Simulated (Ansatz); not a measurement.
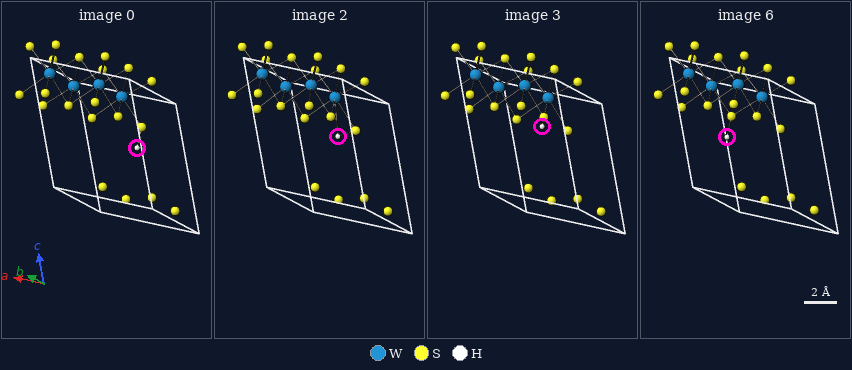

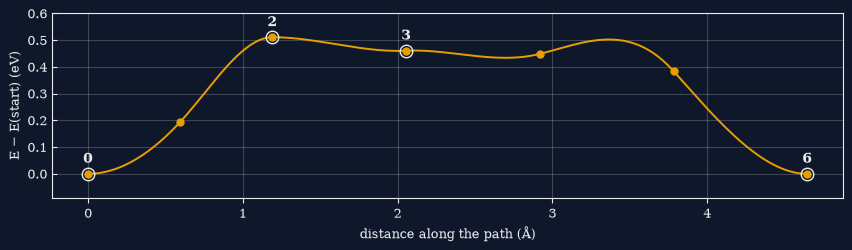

NEB run on a defect cell of composition HW4S8 (cell charge +1) (13 atoms in the cell). Images are numbered from 0 (start) to 6 (end). The picture is a ball-and-stick view of the reduced simulation cell (origin moved), seen from a free direction. The moving atom is ringed, with any periodic copies. Lengths and directions refer to the drawn axes. Bonds to atoms that aren't drawn are left out.

All numbers below come from DFT PBE, scalar-relativistic, plane waves, PAW in Ansatz 0.2.0. Run with plane-wave cutoff 420 eV; k-point mesh 3 × 3 × 3; Gaussian smearing 0.02 eV; 5 movable images; climbing image.

Describe the mechanism and the energy profile.

The barrier is about 0.51 eV in both directions, with image 2 at the top; the ends have the same energy. The H atom travels furthest, 3.17 Å from end to end, along +a, on a path that bends up to 1.29 Å away from the straight line. At the highest image its nearest neighbour (S) is 1.38 Å away, against 1.37 Å at the start, and the surrounding atoms stand up to 0.20 Å off the mean of their end positions. Breaking: H–S (1.37 → 3.42 Å). Forming: H–S (3.42 → 1.37 Å). The band converged in 14 iterations. The largest component of the band force went from 2.3 to 0.039 eV/Å. The climbing image converged on the top of the path. Its curvatures weren't checked.

Limits of the set-up: the periodic images lie only 6.4 Å apart, so the values are limited by the cell's size; the cell is charged, on a uniform background, and energies carry no finite-size correction.

Cost: 13 min on 4 threads of Arm Neoverse V1, with other jobs on the host, peak memory 1.9 GiB.
